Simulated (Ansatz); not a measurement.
## Band-structure calculation, with input and output: AlCu₅

System: AlCu₅ (Pmmm, 6 atoms in the cell).
Method: DFT PBE, scalar-relativistic, plane waves, PAW, no spin polarisation (Ansatz 0.2.0).

The structure was made by a generator, so it may or may not be a known phase. Figures and captions count atoms from 1; the log counts them from 0 in places.

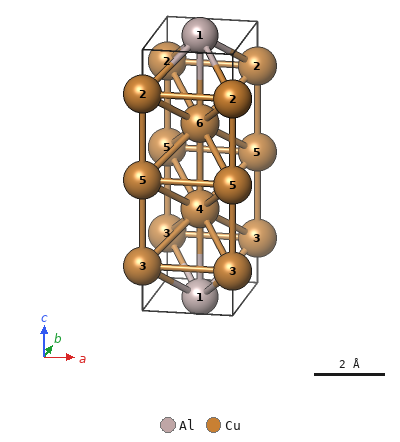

Figure 1. The structure (ball-and-stick view of the cell of the calculation, seen slightly off an axis; atoms are numbered from 1 in the order of the input). An atom can appear more than once, as a periodic image.

Input file
```yaml
crystal:
  lattice:
    - [2.655340077, 0.0, 0.0]
    - [0.0, 3.5755130201, 0.0]
    - [0.0, 0.0, 7.8352557354]
  atoms:
    - { symbol: Al, position: [0.5, 0.5, 0.0] }
    - { symbol: Cu, position: [0.0, 0.0, 0.8295857166] }
    - { symbol: Cu, position: [0.0, 0.0, 0.1704142834] }
    - { symbol: Cu, position: [0.5, 0.5, 0.3363064968] }
    - { symbol: Cu, position: [0.0, 0.0, 0.5] }
    - { symbol: Cu, position: [0.5, 0.5, 0.6636935032] }
basis:
  ecutwfc: 420
kpoints:
  mp_grid: { grid: [14, 12, 6] }
  band_path:
    path:
      - [[0.0, 0.0, 0.0], [0.5, 0.0, 0.0], [0.5, 0.5, 0.0], [0.0, 0.5, 0.0], [0.0, 0.0, 0.0], [0.0, 0.0, 0.5], [0.5, 0.0, 0.5], [0.5, 0.5, 0.5], [0.0, 0.5, 0.5], [0.0, 0.0, 0.5]]
      - [[0.5, 0.0, 0.0], [0.5, 0.0, 0.5]]
      - [[0.0, 0.5, 0.0], [0.0, 0.5, 0.5]]
      - [[0.5, 0.5, 0.0], [0.5, 0.5, 0.5]]
    npoints: 14
hamiltonian:
  xc: pbe
scf:
  occupations: { method: gaussian, width: 0.1 }
  n_extra_bands: 15
output:
  forces: true
  stress: true
  eigenvalues: true
  populations: true
  dos: { projected: true, de: 0.02, nscf_kmesh: { grid: [17, 15, 8] } }
  bader: true
  write_density: true
  write_potential: true
  elf: true
  volumetric_format: npy
```

Launched with:
```bash
ansatz run input.yaml --threads 1 --pin off --max-ram 2560MiB --backend cpu --events-out ev --progress --plain --runs-dir out
```

What the program printed
```
scf.n_extra_bands = 15 over 49 filled bands (N_el = 98.0): the run solves 64 bands
Engine: ansatz 0.2.0, x86_64-unknown-linux-gnu
Pseudopotentials: kind: paw
Pseudopotential: Al, paw, valence charge 3, recommended cutoff 420 eV (normal), Al.paw.azcp
Pseudopotential: Cu, paw, valence charge 19, recommended cutoff 420 eV (normal), Cu.paw.azcp
Functional definition: PBE
  parameter kappa = 0.804
  parameter beta = 0.06672455060314922
  exchange = pbe_x(kappa = kappa, mu = beta*pi^2/3)
  correlation = pbe_c(beta = beta)
Crystal: 6 atoms, lattice volume = 74.390 Å³
Basis set: ecut = 420 eV, 1461 PW (Γ), exchange–correlation on 36×48×108 points (8 copies of the dense FFT grid, shifted against one another)
Bands: 64, of which v1, the nominal top of the filled ones, is band 49 counted from 1 (48 counted from 0)
Symmetry: 8 space group operations
Space group: Pmmm (ITA 47), of the structure as read, at distance tolerance 4.2e-5 Å
k-points: 224 of 1008
Non-local potential: Al, projectors of the file, l = 0: 2, l = 1: 2, l = 2: 1
Non-local potential: Cu, projectors of the file, l = 0: 3, l = 1: 2, l = 2: 3, l = 3: 1
PAW form: soft (Blöchl's): semilocal exchange-correlation on the pseudo side does not see the compensation charge
PAW one-centre angular grid: Al, 110 points (default); XC on 64 Gauss nodes
PAW one-centre angular grid: Cu, 590 points (default); XC on 64 Gauss nodes
Initial density: superposition of atomic densities (neutral atoms: chi_scale 0, normalization atom), corrected by the library's trained network
Initial wavefunctions: pseudopotential atomic-orbital guess
Functional: x = pbe(κ = 0.804, μ = 0.2195149727645171), c = pbe(β = 0.06672455060314922)
SCF iter   1: F=—  HF=-33663.914450 eV  |F-HF|=—  |Δ(HF+E_count)|=         —  Δρ=3.34e-3  dr2=7.62e-3  ethr=1.77e-3  ⟨swp⟩=5.0  Hψ=51697  notcnv=0  defer=386
preconditioner: auto → Kerker (q_TF=auto, 2.857 Å⁻¹)  [metal: Δε(μ)=0.012 eV  Ē_g=11.291 eV  σ=0.100 eV  W_gap=0.07  n_scr=22 (ndim 8)  ℏωp=32.8 eV  f_vac=0.001  D(μ)=1.82/eV (n_scr^D=10)]
SCF iter   2: F=—  HF=-33663.913623 eV  |F-HF|=—  |Δ(HF+E_count)|=   8.26e-4  Δρ=1.14e-3  dr2=1.38e-3  ethr=7.77e-6  ⟨swp⟩=1.8  Hψ=18282  notcnv=0  defer=526
SCF iter   3: F=—  HF=-33663.913392 eV  |F-HF|=—  |Δ(HF+E_count)|=   2.31e-4  Δρ=7.83e-4  dr2=7.00e-4  ethr=1.41e-6  ⟨swp⟩=2.3  Hψ=20879  notcnv=0  defer=526
SCF iter   4: F=—  HF=-33663.913286 eV  |F-HF|=—  |Δ(HF+E_count)|=   1.06e-4  Δρ=1.84e-4  dr2=8.24e-5  ethr=7.15e-7  ⟨swp⟩=1.7  Hψ=15277  notcnv=0  defer=526
SCF iter   5: F=—  HF=-33663.913217 eV  |F-HF|=—  |Δ(HF+E_count)|=   6.93e-5  Δρ=1.15e-4  dr2=9.42e-6  ethr=8.41e-8  ⟨swp⟩=2.2  Hψ=18214  notcnv=0  defer=526
SCF iter   6: F=—  HF=-33663.913215 eV  |F-HF|=—  |Δ(HF+E_count)|=   1.53e-6  Δρ=9.45e-5  dr2=5.80e-6  ethr=9.62e-9  ⟨swp⟩=2.0  Hψ=21412  notcnv=0  defer=526
SCF iter   7: F=—  HF=-33663.913215 eV  |F-HF|=—  |Δ(HF+E_count)|=   8.05e-7  Δρ=1.60e-5  dr2=5.30e-7  ethr=5.92e-9  ⟨swp⟩=2.0  Hψ=17762  notcnv=0  defer=526
SCF iter   8: F=—  HF=-33663.913214 eV  |F-HF|=—  |Δ(HF+E_count)|=   4.09e-8  Δρ=1.04e-5  dr2=1.16e-7  ethr=5.41e-10  ⟨swp⟩=2.1  Hψ=18885  notcnv=0  defer=526
SCF iter   9: F=-33663.913214 eV  HF=-33663.913214 eV  |F-HF|=9.17e-9  |Δ(HF+E_count)|=   7.68e-9  Δρ=1.87e-6  dr2=1.02e-8  ethr=1.02e-10  ⟨swp⟩=11.6  Hψ=93864  notcnv=0
SCF 1 converged in 9 iterations: F = -33663.913214 eV  dr2 = 1.02e-8
  greatest PAW one-centre occupation: 1.000 electrons in one spin orbital (limit 2), on the Cu atom at site 4 (counted from 0), in its partial waves of l = 0
NSCF: frozen V_eff on 172 k-points
NSCF: frozen V_eff on 360 k-points
SCF converged after 9 iterations
Free energy (F): -33663.913214 eV
Harris-Foulkes:  -33663.913214 eV  (|F-HF|=9.17e-9)
Internal energy: -33663.903945 eV  (E = F + TS)
E sigma→0 (E₀):  -33663.908580 eV
Entropy (-TS):   -0.009270 eV (-1.545 meV/atom)
Fermi energy:    15.188342 eV
--- Per-component energies (eV) ---
  E_band       = -1934.758460
  E_kinetic    = 1522.965461
  E_local      = -24063.917425  (includes V_loc(G=0)·N_el)
  E_nonlocal   = 1956.803891
  E_hartree    = 10758.585965
  E_xc         = -488.252177
  E_vxc        = -607.788674  (∫ρ·V_xc dr)
  E_paw        = -8780.139528  (= ΣΔE_a)
  E_vpaw       = -2259.985502  (= ΣTr[D̂ρ^β])
  E_aug_tail   = 0.001356  (compensation charges beyond the density's cutoff)
  E_ewald      = -14569.951487
  E_smearing   = -0.009270  (= −TS)
  E_closure    = -0.000000  (closes the sum)
  Σ components = -33663.913214   (vs F -33663.913214, Δ=0.00e0)
--- Forces (eV/Å), atoms counted from 1 ---
  atom   1  Al    -0.00000000     0.00000000     0.00000000
  atom   2  Cu     0.00000000     0.00000000    -0.00043075
  atom   3  Cu     0.00000000     0.00000000     0.00043075
  atom   4  Cu     0.00000000     0.00000000     0.00119638
  atom   5  Cu     0.00000000     0.00000000     0.00000000
  atom   6  Cu     0.00000000     0.00000000    -0.00119638
  max |Σ_I F_I| component: 7.89e-31 eV/Å
--- Stress (GPa, compression-positive) ---
       -0.002195       0.000000       0.000000
        0.000000       0.025057       0.000000
        0.000000       0.000000      -0.012768
  P = ⅓ Tr σ = 0.0034 GPa (0.034 kbar)
--- Band table (eV; the first three rows and the last of 224) ---
  k-point 0: bands = ["-97.9067", "-97.9055", "-97.4265", "-97.4240", "-97.2974", "-55.3042", "-55.3028", "-55.2570", "-55.2480", "-55.2467", "-55.2405", "-54.8500", "-54.8244", "-54.7916", "-54.7800", "-54.7554", "-54.7514", "-54.6712", "-54.6682", "-54.6383", "4.8854", "7.6684", "7.7784", "10.4522", "10.8390", "10.8738", "10.9837", "11.2895", "11.3312", "11.5768", "11.7487", "11.8930", "12.0132", "12.0656", "12.1671", "12.1881", "12.2249", "12.4380", "12.4817", "12.6109", "12.6975", "12.7947", "13.0489", "13.1039", "13.1072", "13.1159", "13.2732", "13.5654", "15.9051", "16.7376", "17.1022", "19.4726", "19.7089", "20.1288", "23.0770", "23.2707", "25.0396", "26.4318", "26.5853", "27.1553", "28.2219", "28.5579", "28.7972", "29.0130"]
  k-point 1: bands = ["-97.9067", "-97.9055", "-97.4265", "-97.4240", "-97.2974", "-55.3042", "-55.3028", "-55.2571", "-55.2480", "-55.2466", "-55.2404", "-54.8500", "-54.8244", "-54.7916", "-54.7800", "-54.7554", "-54.7513", "-54.6712", "-54.6681", "-54.6383", "4.9286", "7.0733", "8.4710", "10.4794", "10.7899", "10.8603", "10.9415", "11.2735", "11.3073", "11.5809", "11.7346", "11.9640", "12.0188", "12.0656", "12.1579", "12.1901", "12.2169", "12.4418", "12.4531", "12.6168", "12.7099", "12.7945", "13.0111", "13.0235", "13.1130", "13.2170", "13.2648", "13.5660", "15.6432", "16.0579", "18.4117", "18.9392", "19.4721", "20.9916", "22.8393", "23.6559", "25.0948", "25.2599", "26.1195", "26.8897", "27.8675", "28.2441", "29.3408", "29.6322"]
  k-point 2: bands = ["-97.9067", "-97.9055", "-97.4265", "-97.4240", "-97.2974", "-55.3042", "-55.3028", "-55.2573", "-55.2479", "-55.2467", "-55.2402", "-54.8500", "-54.8244", "-54.7916", "-54.7800", "-54.7554", "-54.7513", "-54.6713", "-54.6681", "-54.6383", "5.0313", "6.5958", "9.2341", "10.5319", "10.5521", "10.8539", "10.9121", "11.1996", "11.2454", "11.6052", "11.7221", "12.0326", "12.0628", "12.1130", "12.1372", "12.2004", "12.2023", "12.3965", "12.4481", "12.6283", "12.7358", "12.7939", "12.8457", "12.9912", "13.1073", "13.2469", "13.4377", "13.5673", "14.6857", "16.4454", "18.1237", "19.4710", "20.0317", "22.0963", "22.6311", "23.6105", "24.3376", "24.7920", "25.2243", "26.1390", "27.2844", "28.0281", "30.6650", "30.9202"]
  k-point 223: bands = ["-97.9041", "-97.9029", "-97.4236", "-97.4215", "-97.2950", "-55.3016", "-55.3002", "-55.2840", "-55.2825", "-55.2541", "-55.2369", "-54.8471", "-54.8205", "-54.7955", "-54.7875", "-54.7861", "-54.7778", "-54.6695", "-54.6683", "-54.6680", "9.9268", "10.2206", "10.5137", "10.6389", "10.7387", "10.8644", "11.3238", "11.3674", "11.5338", "11.6823", "11.8012", "11.8821", "11.9124", "11.9357", "12.0734", "12.1139", "12.1573", "12.3237", "12.5859", "12.6799", "12.7603", "13.1772", "13.3553", "13.4010", "13.5354", "14.4860", "14.7239", "14.9260", "15.0090", "15.7456", "16.3371", "18.1846", "18.5919", "19.7687", "19.8646", "20.0714", "20.3214", "20.5444", "21.6955", "22.0151", "22.6555", "29.1595", "29.2022", "29.4529"]
--- Löwdin populations: 6 sites ---
  site symbol       q [e]
     0     Al      3.7662
     1     Cu     18.5705
     2     Cu     18.5705
     3     Cu     18.7520
     4     Cu     18.8322
     5     Cu     18.7520
  spilling = 0.007719 (of n_electrons = 98.000000)
--- Bader charges: 6 sites ---
  site symbol  charge [e]  shift [e]
     0     Al      1.2122     0.0017
     1     Cu     -0.4989     0.0006
     2     Cu     -0.4989     0.0006
     3     Cu     -0.1030     0.0002
     4     Cu     -0.0086     0.0000
     5     Cu     -0.1030     0.0002
  estimated error of the sums over rays = 5.0e-4 e
```

File bader_charges.tsv
```
# site	symbol	x_ang	y_ang	z_ang	partial_charge_e	electrons	volume_ang3	relative_density_drop	shared_charge_e	partial_wave_shift_e
# quadrature_error_electrons = 5.0e-4
0	Al	1.3277	1.7878	0.0000	1.21223	11.78777	9.00	-	1.21223	0.00167
1	Cu	0.0000	0.0000	6.5000	-0.49885	29.49885	14.05	-	-0.49885	0.00058
2	Cu	0.0000	0.0000	1.3352	-0.49885	29.49885	14.05	-	-0.49885	0.00058
3	Cu	1.3277	1.7878	2.6350	-0.10296	29.10296	12.54	-	-0.10296	0.00025
4	Cu	0.0000	0.0000	3.9176	-0.00861	29.00861	12.21	-	-0.00861	0.00001
5	Cu	1.3277	1.7878	5.2002	-0.10295	29.10295	12.54	-	-0.10295	0.00025
```

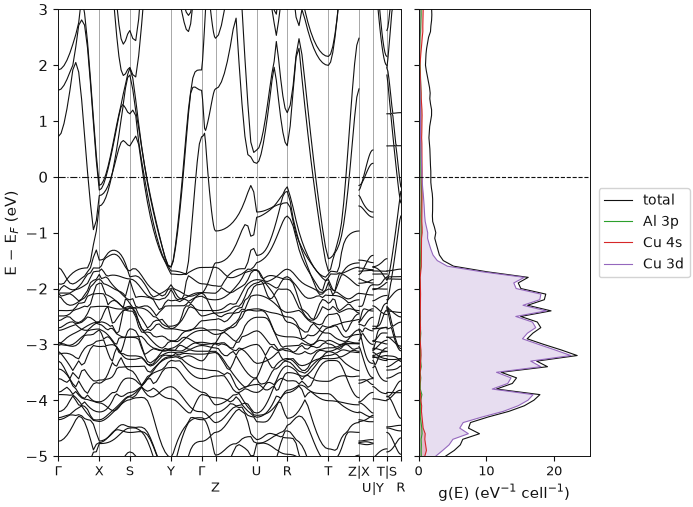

Figure 2. Band structure along Γ–X–S–Y–Γ–Z–U–R–T–Z|X–U|Y–T|S–R and density of states (projected on Löwdin-orthogonalised atomic shells), with energies from the Fermi level. Bands cross the Fermi level: a metal at this level of theory.

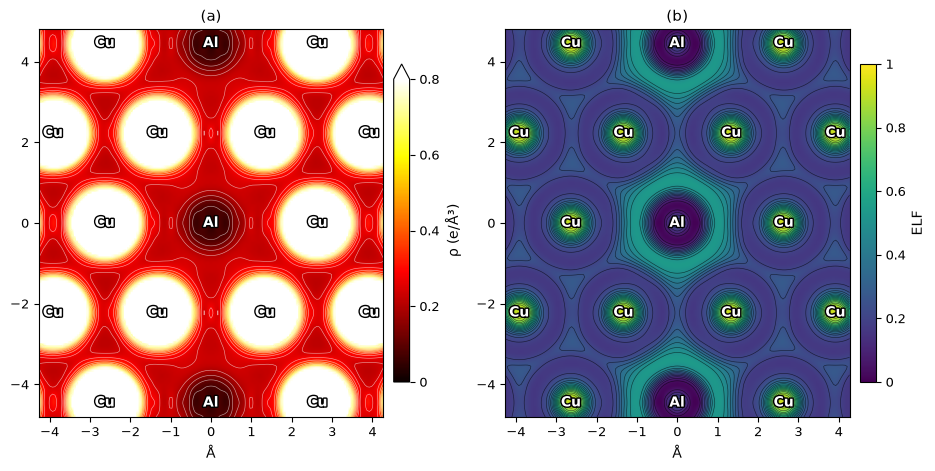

Figure 3. (a) valence charge density (pseudo); (b) electron localisation function on the (110) plane of the conventional cell. Atoms in the plane: Al and Cu. Cu–Cu (2.58 Å): ρ at the midpoint is about 0.26 e/Å³; the ELF is about 0.25 at the midpoint; no localised pair between them. Al–Cu (2.60 Å): ρ is about 0.26 e/Å³ halfway; the ELF is about 0.40 at the midpoint (no localised pair between them). Cu–Cu (2.67 Å): ρ is about 0.29 e/Å³ halfway, with its minimum of 0.24 e/Å³ about 1.5 Å from Cu; the ELF is about 0.25 at the midpoint; no shared electron pair. Away from the nuclei the density in this plane falls to 0.21 e/Å³ at its lowest. The strong features right at Cu lie inside the PAW spheres (semicore, d or f shells) and say nothing about bonding. The fields are those of the smooth PAW valence density.

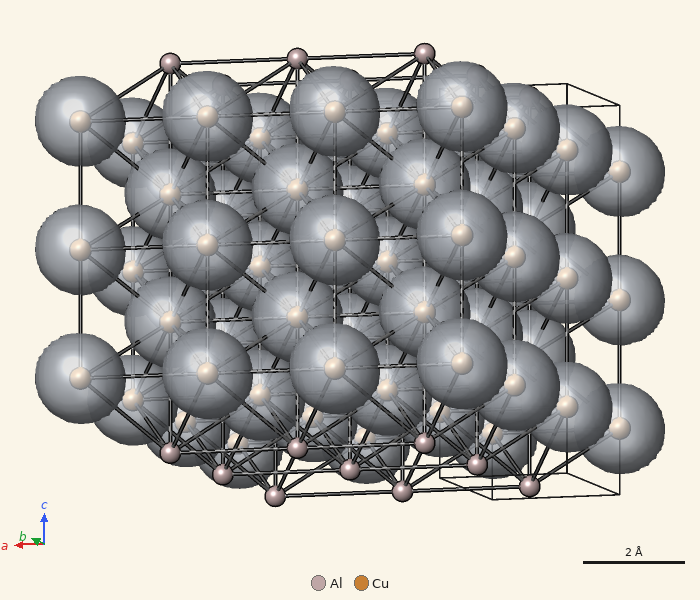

Figure 4. Isosurface of the valence charge density (pseudo) at 0.6 e/Å³ (grey), seen at an oblique angle. Sticks mark near contacts. The outline is the cell set on symmetry axes. At this value the density breaks into separate islands; it holds about 85 % of the electrons treated as valence (semicore included). It is pinched off along the Cu–Cu (2.57 Å), Al–Cu (2.60 Å), Al–Al (2.66 Å) and Cu–Cu (2.66 Å) contacts. On the grid the lowest density along these lines, outside the cores, is 0.25 e/Å³ (Cu–Cu, 2.57 Å), 0.23 e/Å³ (Al–Cu, 2.60 Å), 0.24 e/Å³ (Al–Al, 2.66 Å) and 0.25 e/Å³ (Cu–Cu, 2.66 Å).

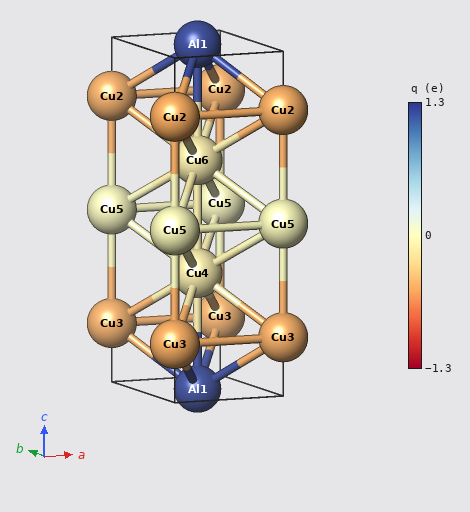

Figure 5. Bader charges, as the colour of each atom (ball-and-stick view of the cell of the calculation, seen slightly off an axis; atoms are numbered from 1 in the order of the input). By element: Al +1.21 and Cu −0.50 to −0.01 e.

Summary

| quantity | value |
| --- | --- |
| outcome | converged |
| space group (tolerance 0.01 Å) | Pmmm (47) |
| electrons treated | 98 |
| free energy | −33663.9132 eV |
| Fermi energy | 15.188 eV |
| gap on the k-point mesh | none (metallic) |
| pressure | 0.00 GPa |
| largest force (length of the vector) | 0.001 eV/Å |
| hardware | 1 thread of Intel Xeon @ 2.50GHz (Skylake/Cascade Lake), 189 GiB of memory available, shared host |
| wall time | 6.7 min |
| peak memory | 1.2 GiB |
